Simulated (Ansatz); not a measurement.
## Run report: AlN, geometry relaxation (part 1 of 3)

AlN (slab, 16 atoms in the cell), computed with DFT PBEsol, scalar-relativistic, plane waves, PAW, no spin polarisation (Ansatz 0.2.0).

The structure derives from an entry of the Crystallography Open Database. The input holds or restrains some coordinates. Forces given for the steps count only the free coordinates. It belongs to a series of runs on one base structure; here: upper atoms moved at random (sigma 0.25 Å), then relaxed.

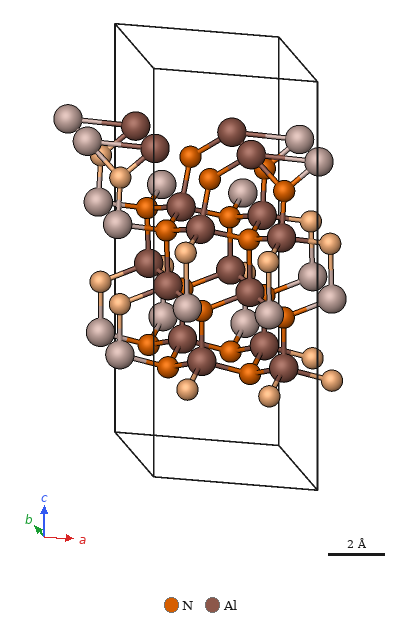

The structure as given in the input (ball-and-stick view of the 1 × 2 repeat of the cell, with the vacuum cut short, seen slightly off an axis; neighbours outside the cell are drawn fainter). An atom can appear more than once, as a periodic image.

Input file:
```yaml
crystal:
  lattice:
    - [6.2273852928, 0.0, 0.0]
    - [-1.5568463232, 2.6965369313, 0.0]
    - [0.0, 0.0, 23.0632484656]
  atoms:
    - { symbol: "N", position: [0.1666666667, 0.6666666667, 0.3251926983] }
    - { symbol: "N", position: [0.6666666667, 0.6666666667, 0.3251926983] }
    - { symbol: Al, position: [0.3333333333, 0.3333333333, 0.350693167] }
    - { symbol: Al, position: [0.8333333333, 0.3333333333, 0.350693167] }
    - { symbol: "N", position: [0.3333333333, 0.3333333333, 0.4332307432] }
    - { symbol: "N", position: [0.8333333333, 0.3333333333, 0.4332307432] }
    - { symbol: Al, position: [0.1666666667, 0.6666666667, 0.4587312119] }
    - { symbol: Al, position: [0.6666666667, 0.6666666667, 0.4587312119] }
    - { symbol: "N", position: [0.1568696284, 0.673379756, 0.5485763166] }
    - { symbol: "N", position: [0.6589591563, 0.6492326162, 0.5454834113] }
    - { symbol: Al, position: [0.322951572, 0.3172467365, 0.5671946428] }
    - { symbol: Al, position: [0.8196633757, 0.3326286369, 0.5635816448] }
    - { symbol: "N", position: [0.4018551093, 0.4992336, 0.644239447] }
    - { symbol: "N", position: [0.8499802523, 0.4529448732, 0.6362236849] }
    - { symbol: Al, position: [0.0883395596, 0.6772371526, 0.6810652639] }
    - { symbol: Al, position: [0.6546868741, 0.4988385735, 0.6899028338] }
basis:
  ecutwfc: 420
kpoints:
  mp_grid: { grid: [5, 9, 1] }
hamiltonian:
  xc: pbesol
scf:
  occupations: { method: gaussian, width: 0.05 }
output:
  forces: true
  eigenvalues: true
  write_density: true
  write_potential: true
  elf: true
  volumetric_format: npy
relax:
  adjacent_minimum: "off"
  f_tol: 0.02
  max_steps: 90
  constraints: [{ sites: [0, 1, 2, 3, 4, 5, 6, 7] }]
efield:
  axis: 3
  dipole_correction: true
  ramp_width: 0.04
```

Machine: 2 threads of Intel Xeon (Sapphire Rapids), 32 GiB of memory available, shared host.

Command:
```bash
ansatz run input.yaml --threads 2 --pin off --max-ram 5120MiB --backend cpu --events-out ev --progress --plain --runs-dir out
```

The program's output:
```
Engine: ansatz 0.2.0, x86_64-unknown-linux-gnu
Pseudopotentials: kind: paw
Pseudopotential: N, paw, valence charge 5, recommended cutoff 420 eV (normal), N.paw.azcp
Pseudopotential: Al, paw, valence charge 3, recommended cutoff 420 eV (normal), Al.paw.azcp
Functional definition: PBEsol
  exchange = pbesol_x
  correlation = pbesol_c
Crystal: 16 atoms, lattice volume = 387.287 Å³
Basis set: ecut = 420 eV, 7585 PW (Γ), exchange–correlation on 90×48×320 points (8 copies of the dense FFT grid, shifted against one another)
Bands: 48, of which v1, the nominal top of the filled ones, is band 32 counted from 1 (31 counted from 0)
Symmetry: 1 space group operations
Space group: P1 (ITA 1), of the structure as read, at distance tolerance 7.3e-5 Å
k-points: 23 of 45 (time reversal used)
Non-local potential: N, projectors of the file, l = 0: 2, l = 1: 2, l = 2: 1
Non-local potential: Al, projectors of the file, l = 0: 2, l = 1: 2, l = 2: 1
PAW form: soft (Blöchl's): semilocal exchange-correlation on the pseudo side does not see the compensation charge
PAW frozen core: N, regenerated for the run's functional, and the local potential with it (the file was generated under x = pbe(κ = 0.804, μ = 0.2195149727645171), c = pbe(β = 0.06672455060314922))
PAW frozen core: Al, regenerated for the run's functional, and the local potential with it (the file was generated under x = pbe(κ = 0.804, μ = 0.2195149727645171), c = pbe(β = 0.06672455060314922))
PAW one-centre angular grid: N, 110 points (default); XC on 64 Gauss nodes
PAW one-centre angular grid: Al, 110 points (default); XC on 64 Gauss nodes
Initial density: superposition of atomic densities (neutral atoms: chi_scale 0, normalization atom), corrected by the library's trained network
Initial wavefunctions: pseudopotential atomic-orbital guess
Functional: x = pbesol(κ = 0.804, μ = 0.12345679012345678), c = pbesol(β = 0.046)
SCF iter   1: F=—  HF=-7234.231744 eV  |F-HF|=—  |Δ(HF+E_count)|=         —  Δρ=1.33e-2  dr2=6.26e0  ethr=1.77e-3  p=0.226 e·Å  D=1.06e-1 V/Å  ΔV_dip=-2.44 eV  dr2_dipole=3.50e0  V_vac-E_F(+/−)=4.76/7.19 eV  ⟨swp⟩=9.0  Hψ=6456  notcnv=0  defer=152
efield: sawtooth ramp at fractional position 0.9875 (placed from the atoms, in the widest stretch of the axis that holds none; the zero of the levels goes with the place), width 0.0400; the density the first Hamiltonian is built on has a dipole p = 0.226 e·Å; the dipole correction subtracts the counter field D = 1.06e-1 V/Å, which shifts the + side's vacuum level by -2.44 eV against the − side's; the planar-averaged density in the ramp window peaks in size at 1.5e-5 e/Å³
preconditioner: auto → LDOS  [metal: Δε(μ)=0.027 eV  Ē_g=10.961 eV  σ=0.050 eV  W_gap=0.29  n_scr=42 (ndim 8)  ℏωp=15.1 eV  f_vac=0.476  D(μ)=12.86/eV (n_scr^D=98)  β→1.0]
SCF iter   2: F=—  HF=-7234.114505 eV  |F-HF|=—  |Δ(HF+E_count)|=   1.17e-1  Δρ=8.78e-3  dr2=1.14e0  ethr=1.77e-3  p=0.270 e·Å  D=1.26e-1 V/Å  ΔV_dip=-2.91 eV  dr2_dipole=5.11e-1  V_vac-E_F(+/−)=4.47/7.38 eV  ⟨swp⟩=2.3  Hψ=1428  notcnv=0  defer=217
SCF iter   3: F=—  HF=-7234.108577 eV  |F-HF|=—  |Δ(HF+E_count)|=   5.93e-3  Δρ=3.98e-3  dr2=4.61e-2  ethr=1.77e-3  p=0.275 e·Å  D=1.29e-1 V/Å  ΔV_dip=-2.96 eV  dr2_dipole=1.13e-2  V_vac-E_F(+/−)=4.51/7.48 eV  ⟨swp⟩=1.8  Hψ=986  notcnv=0  defer=217
SCF iter   4: F=—  HF=-7234.110883 eV  |F-HF|=—  |Δ(HF+E_count)|=   2.31e-3  Δρ=2.47e-3  dr2=8.68e-2  ethr=7.20e-5  p=0.277 e·Å  D=1.29e-1 V/Å  ΔV_dip=-2.98 eV  dr2_dipole=3.83e-2  V_vac-E_F(+/−)=4.49/7.48 eV  ⟨swp⟩=2.0  Hψ=1171  notcnv=0  defer=220
SCF iter   5: F=—  HF=-7234.108741 eV  |F-HF|=—  |Δ(HF+E_count)|=   2.14e-3  Δρ=1.54e-3  dr2=9.29e-3  ethr=7.20e-5  p=0.280 e·Å  D=1.31e-1 V/Å  ΔV_dip=-3.02 eV  dr2_dipole=1.37e-3  V_vac-E_F(+/−)=4.51/7.53 eV  ⟨swp⟩=1.7  Hψ=1015  notcnv=0  defer=220
SCF iter   6: F=—  HF=-7234.109669 eV  |F-HF|=—  |Δ(HF+E_count)|=   9.29e-4  Δρ=6.37e-4  dr2=3.50e-3  ethr=1.45e-5  p=0.285 e·Å  D=1.33e-1 V/Å  ΔV_dip=-3.08 eV  dr2_dipole=7.33e-4  V_vac-E_F(+/−)=4.51/7.59 eV  ⟨swp⟩=2.5  Hψ=1325  notcnv=0  defer=212
SCF iter   7: F=—  HF=-7234.110011 eV  |F-HF|=—  |Δ(HF+E_count)|=   3.41e-4  Δρ=4.20e-4  dr2=2.16e-3  ethr=5.47e-6  p=0.287 e·Å  D=1.34e-1 V/Å  ΔV_dip=-3.09 eV  dr2_dipole=6.64e-4  V_vac-E_F(+/−)=4.51/7.60 eV  ⟨swp⟩=2.0  Hψ=1213  notcnv=0  defer=213
SCF iter   8: F=—  HF=-7234.110126 eV  |F-HF|=—  |Δ(HF+E_count)|=   1.15e-4  Δρ=2.83e-4  dr2=7.85e-4  ethr=3.38e-6  p=0.287 e·Å  D=1.34e-1 V/Å  ΔV_dip=-3.10 eV  dr2_dipole=1.56e-4  V_vac-E_F(+/−)=4.51/7.60 eV  ⟨swp⟩=1.7  Hψ=1007  notcnv=0  defer=213
SCF iter   9: F=—  HF=-7234.110101 eV  |F-HF|=—  |Δ(HF+E_count)|=   2.51e-5  Δρ=1.94e-4  dr2=7.18e-4  ethr=1.23e-6  p=0.287 e·Å  D=1.34e-1 V/Å  ΔV_dip=-3.09 eV  dr2_dipole=2.73e-4  V_vac-E_F(+/−)=4.51/7.60 eV  ⟨swp⟩=1.5  Hψ=1122  notcnv=0  defer=213
SCF iter  10: F=—  HF=-7234.110121 eV  |F-HF|=—  |Δ(HF+E_count)|=   2.03e-5  Δρ=1.47e-4  dr2=1.29e-4  ethr=1.12e-6  p=0.287 e·Å  D=1.34e-1 V/Å  ΔV_dip=-3.09 eV  dr2_dipole=3.05e-6  V_vac-E_F(+/−)=4.51/7.60 eV  ⟨swp⟩=1.3  Hψ=926  notcnv=0  defer=213
SCF iter  11: F=—  HF=-7234.110110 eV  |F-HF|=—  |Δ(HF+E_count)|=   1.15e-5  Δρ=6.28e-5  dr2=3.10e-5  ethr=2.01e-7  p=0.286 e·Å  D=1.34e-1 V/Å  ΔV_dip=-3.09 eV  dr2_dipole=1.88e-7  V_vac-E_F(+/−)=4.51/7.59 eV  ⟨swp⟩=2.1  Hψ=1212  notcnv=0  defer=213
iter 12 did not close the SCF: its close was put off until two iterations running show no level that it waits for move by more than its bar (scf_convergence_deferred on its scf_iter line)
SCF iter  12: F=-7234.110107 eV  HF=-7234.110109 eV  |F-HF|=2.07e-6  |Δ(HF+E_count)|=   1.00e-6  Δρ=3.21e-5  dr2=9.40e-6  ethr=1.56e-8  p=0.286 e·Å  D=1.34e-1 V/Å  ΔV_dip=-3.08 eV  dr2_dipole=4.65e-7  V_vac-E_F(+/−)=4.51/7.59 eV  ⟨swp⟩=35.0  Hψ=13715  notcnv=0
iter 13 did not close the SCF: its close was put off until two iterations running show no level that it waits for move by more than its bar (scf_convergence_deferred on its scf_iter line)
SCF iter  13: F=-7234.110106 eV  HF=-7234.110114 eV  |F-HF|=7.35e-6  |Δ(HF+E_count)|=   4.93e-6  Δρ=2.44e-5  dr2=6.95e-6  ethr=1.47e-8  p=0.286 e·Å  D=1.34e-1 V/Å  ΔV_dip=-3.08 eV  dr2_dipole=1.54e-6  V_vac-E_F(+/−)=4.51/7.59 eV  ⟨swp⟩=18.7  Hψ=10570  notcnv=0
SCF iter  14: F=-7234.110114 eV  HF=-7234.110113 eV  |F-HF|=6.52e-7  |Δ(HF+E_count)|=   5.30e-7  Δρ=8.46e-6  dr2=2.52e-7  ethr=1.09e-8  p=0.286 e·Å  D=1.34e-1 V/Å  ΔV_dip=-3.08 eV  dr2_dipole=3.48e-8  V_vac-E_F(+/−)=4.51/7.59 eV  ⟨swp⟩=12.8  Hψ=8890  notcnv=0
SCF 1 converged in 14 iterations: F = -7234.110114 eV  dr2 = 2.52e-7
  greatest PAW one-centre occupation: 0.819 electrons in one spin orbital (limit 2), on the N atom at site 13 (counted from 0), in its partial waves of l = 0
relax step   1: F+E_penalty+E_count = -7234.11011372 eV  Δ(F+E_penalty+E_count) = +0.000e0 eV  max|allowed force component| = 5.461e0 eV/Å  Δτ_max = 0.0000 Å  (14 SCF iters, dr2 threshold 1.00e-5 eV, accepted)
Initial density: handed on by an earlier stage of this run
Initial wavefunctions: those handed on with the density
SCF iter   1: F=—  HF=-7236.502492 eV  |F-HF|=—  |Δ(HF+E_count)|=         —  Δρ=1.53e-2  dr2=6.64e0  ethr=3.10e-3  p=0.286 e·Å  D=1.34e-1 V/Å  ΔV_dip=-3.08 eV  dr2_dipole=3.64e0  V_vac-E_F(+/−)=4.46/7.54 eV  ⟨swp⟩=4.1  Hψ=3125  notcnv=0  defer=164
efield: sawtooth ramp at fractional position 0.9875 (handed on by an earlier solve), width 0.0400; the density the first Hamiltonian is built on has a dipole p = 0.286 e·Å; the dipole correction subtracts the counter field D = 1.34e-1 V/Å, which shifts the + side's vacuum level by -3.08 eV against the − side's; the planar-averaged density in the ramp window peaks in size at 6.9e-7 e/Å³
preconditioner: auto → LDOS  [metal: Δε(μ)=0.007 eV  Ē_g=11.111 eV  σ=0.050 eV  W_gap=0.07  n_scr=42 (ndim 8)  ℏωp=15.1 eV  f_vac=0.477  D(μ)=16.31/eV (n_scr^D=150)  β→1.0]
SCF iter   2: F=—  HF=-7236.251810 eV  |F-HF|=—  |Δ(HF+E_count)|=   2.51e-1  Δρ=7.02e-3  dr2=5.85e-1  ethr=3.10e-3  p=0.293 e·Å  D=1.37e-1 V/Å  ΔV_dip=-3.15 eV  dr2_dipole=3.04e-1  V_vac-E_F(+/−)=4.41/7.56 eV  ⟨swp⟩=2.5  Hψ=1963  notcnv=0  defer=217
SCF iter   3: F=—  HF=-7236.258428 eV  |F-HF|=—  |Δ(HF+E_count)|=   6.62e-3  Δρ=3.90e-3  dr2=2.70e-1  ethr=9.14e-4  p=0.296 e·Å  D=1.38e-1 V/Å  ΔV_dip=-3.19 eV  dr2_dipole=1.13e-1  V_vac-E_F(+/−)=4.40/7.60 eV  ⟨swp⟩=2.1  Hψ=1590  notcnv=0  defer=218
SCF iter   4: F=—  HF=-7236.244803 eV  |F-HF|=—  |Δ(HF+E_count)|=   1.36e-2  Δρ=2.26e-3  dr2=9.10e-2  ethr=4.22e-4  p=0.297 e·Å  D=1.39e-1 V/Å  ΔV_dip=-3.20 eV  dr2_dipole=5.00e-2  V_vac-E_F(+/−)=4.38/7.58 eV  ⟨swp⟩=2.3  Hψ=1530  notcnv=0  defer=218
SCF iter   5: F=—  HF=-7236.242633 eV  |F-HF|=—  |Δ(HF+E_count)|=   2.17e-3  Δρ=1.13e-3  dr2=1.05e-2  ethr=1.42e-4  p=0.297 e·Å  D=1.39e-1 V/Å  ΔV_dip=-3.20 eV  dr2_dipole=1.91e-3  V_vac-E_F(+/−)=4.39/7.59 eV  ⟨swp⟩=1.7  Hψ=1201  notcnv=0  defer=218
SCF iter   6: F=—  HF=-7236.242173 eV  |F-HF|=—  |Δ(HF+E_count)|=   4.60e-4  Δρ=1.01e-3  dr2=1.24e-2  ethr=1.64e-5  p=0.297 e·Å  D=1.39e-1 V/Å  ΔV_dip=-3.20 eV  dr2_dipole=4.79e-3  V_vac-E_F(+/−)=4.39/7.58 eV  ⟨swp⟩=2.0  Hψ=1601  notcnv=0  defer=218
SCF iter   7: F=—  HF=-7236.241571 eV  |F-HF|=—  |Δ(HF+E_count)|=   6.02e-4  Δρ=5.46e-4  dr2=2.78e-3  ethr=1.64e-5  p=0.296 e·Å  D=1.38e-1 V/Å  ΔV_dip=-3.19 eV  dr2_dipole=3.04e-4  V_vac-E_F(+/−)=4.39/7.58 eV  ⟨swp⟩=1.7  Hψ=954  notcnv=0  defer=218
SCF iter   8: F=—  HF=-7236.241592 eV  |F-HF|=—  |Δ(HF+E_count)|=   2.15e-5  Δρ=3.55e-4  dr2=1.49e-3  ethr=4.35e-6  p=0.296 e·Å  D=1.38e-1 V/Å  ΔV_dip=-3.19 eV  dr2_dipole=4.43e-4  V_vac-E_F(+/−)=4.39/7.58 eV  ⟨swp⟩=2.4  Hψ=1376  notcnv=0  defer=218
SCF iter   9: F=—  HF=-7236.241631 eV  |F-HF|=—  |Δ(HF+E_count)|=   3.84e-5  Δρ=2.67e-4  dr2=5.55e-4  ethr=2.33e-6  p=0.295 e·Å  D=1.38e-1 V/Å  ΔV_dip=-3.18 eV  dr2_dipole=2.69e-6  V_vac-E_F(+/−)=4.39/7.58 eV  ⟨swp⟩=1.6  Hψ=955  notcnv=0  defer=218
SCF iter  10: F=—  HF=-7236.241611 eV  |F-HF|=—  |Δ(HF+E_count)|=   2.00e-5  Δρ=1.74e-4  dr2=2.95e-4  ethr=8.67e-7  p=0.295 e·Å  D=1.38e-1 V/Å  ΔV_dip=-3.18 eV  dr2_dipole=4.56e-5  V_vac-E_F(+/−)=4.40/7.58 eV  ⟨swp⟩=1.9  Hψ=1075  notcnv=0  defer=218
SCF iter  11: F=—  HF=-7236.241600 eV  |F-HF|=—  |Δ(HF+E_count)|=   1.12e-5  Δρ=1.17e-4  dr2=1.02e-4  ethr=4.60e-7  p=0.295 e·Å  D=1.38e-1 V/Å  ΔV_dip=-3.18 eV  dr2_dipole=5.23e-7  V_vac-E_F(+/−)=4.40/7.58 eV  ⟨swp⟩=1.5  Hψ=1037  notcnv=0  defer=218
SCF iter  12: F=-7236.241574 eV  HF=-7236.241588 eV  |F-HF|=1.41e-5  |Δ(HF+E_count)|=   1.13e-5  Δρ=6.29e-5  dr2=3.46e-5  ethr=1.56e-7  p=0.295 e·Å  D=1.38e-1 V/Å  ΔV_dip=-3.18 eV  dr2_dipole=6.97e-7  V_vac-E_F(+/−)=4.40/7.57 eV  ⟨swp⟩=29.1  Hψ=13391  notcnv=0
SCF 2 converged in 12 iterations: F = -7236.241574 eV  dr2 = 3.46e-5
  greatest PAW one-centre occupation: 0.810 electrons in one spin orbital (limit 2), on the N atom at site 13 (counted from 0), in its partial waves of l = 0
relax step   2: F+E_penalty+E_count = -7236.24157430 eV  Δ(F+E_penalty+E_count) = -2.131e0 eV  max|allowed force component| = 4.074e0 eV/Å  Δτ_max = 0.1949 Å  (12 SCF iters, dr2 threshold 1.00e-4 eV, accepted)
[... from here on the SCF iterations and repeated set-up lines of each step are left out, up to the last step ...]
SCF 3 converged in 12 iterations: F = -7237.946460 eV  dr2 = 1.47e-5
relax step   3: F+E_penalty+E_count = -7237.94646005 eV  Δ(F+E_penalty+E_count) = -1.705e0 eV  max|allowed force component| = 1.674e0 eV/Å  Δτ_max = 0.1952 Å  (12 SCF iters, dr2 threshold 1.00e-4 eV, accepted)
SCF 4 converged in 11 iterations: F = -7238.961258 eV  dr2 = 4.44e-5
relax step   4: F+E_penalty+E_count = -7238.96125763 eV  Δ(F+E_penalty+E_count) = -1.015e0 eV  max|allowed force component| = 1.787e0 eV/Å  Δτ_max = 0.1955 Å  (11 SCF iters, dr2 threshold 1.00e-4 eV, accepted)
SCF 5 converged in 9 iterations: F = -7239.531505 eV  dr2 = 3.32e-5
relax step   5: F+E_penalty+E_count = -7239.53150530 eV  Δ(F+E_penalty+E_count) = -5.702e-1 eV  max|allowed force component| = 8.464e-1 eV/Å  Δτ_max = 0.1954 Å  (9 SCF iters, dr2 threshold 1.00e-4 eV, accepted)
SCF 6 converged in 9 iterations: F = -7239.645432 eV  dr2 = 1.43e-5
relax step   6: F+E_penalty+E_count = -7239.64543163 eV  Δ(F+E_penalty+E_count) = -1.139e-1 eV  max|allowed force component| = 2.342e-1 eV/Å  Δτ_max = 0.1897 Å  (9 SCF iters, dr2 threshold 1.00e-4 eV, accepted)
SCF 7 converged in 11 iterations: F = -7239.662076 eV  dr2 = 1.03e-7
relax step   7: F+E_penalty+E_count = -7239.66207574 eV  Δ(F+E_penalty+E_count) = -1.664e-2 eV  max|allowed force component| = 1.641e-1 eV/Å  Δτ_max = 0.0884 Å  (11 SCF iters, dr2 threshold 4.20e-6 eV, accepted)
SCF 8 converged in 12 iterations: F = -7239.674340 eV  dr2 = 2.92e-7
relax step   8: F+E_penalty+E_count = -7239.67433958 eV  Δ(F+E_penalty+E_count) = -1.226e-2 eV  max|allowed force component| = 1.691e-1 eV/Å  Δτ_max = 0.0831 Å  (12 SCF iters, dr2 threshold 2.06e-6 eV, accepted)
SCF 9 converged in 7 iterations: F = -7239.678780 eV  dr2 = 3.44e-6
relax step   9: F+E_penalty+E_count = -7239.67878038 eV  Δ(F+E_penalty+E_count) = -4.441e-3 eV  max|allowed force component| = 4.570e-2 eV/Å  Δτ_max = 0.0381 Å  (7 SCF iters, dr2 threshold 1.40e-5 eV, accepted)
SCF 10 converged in 9 iterations: F = -7239.679004 eV  dr2 = 6.06e-8
```
